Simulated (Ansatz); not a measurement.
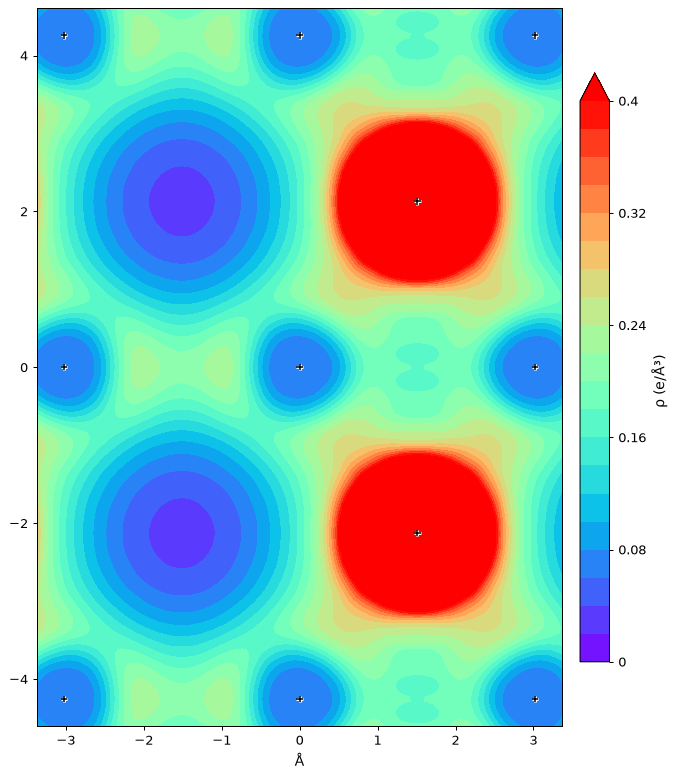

The valence pseudo-density on a plane through atoms (crosses mark nuclei in the plane).

Method: DFT PBEsol, scalar-relativistic, plane waves, PAW in Ansatz.

Candidates:
A. Ti₃C₂, a = 3.04 Å, b = 3.04 Å, c = 14.98 Å, α = 90.00°, β = 90.00°, γ = 120.00°. Space group P6₃/mmc; a structure from a database of computed crystals, not necessarily the ambient phase; computed without spin polarisation.
B. Al₂Cu, a = 5.46 Å, b = 6.05 Å, c = 3.65 Å, α = 90.00°, β = 128.83°, γ = 90.00°. Space group C2/m; a structure from a database of computed crystals, not necessarily the ambient phase; not relaxed (largest force 0.9 eV/Å); computed without spin polarisation.

Q: Which system is this?

A: Candidate B: Al₂Cu on the (101̄) plane of the conventional cell, which holds Al and Cu. Al–Cu (2.61 Å): the density is about 0.28 e/Å³ at the midpoint.
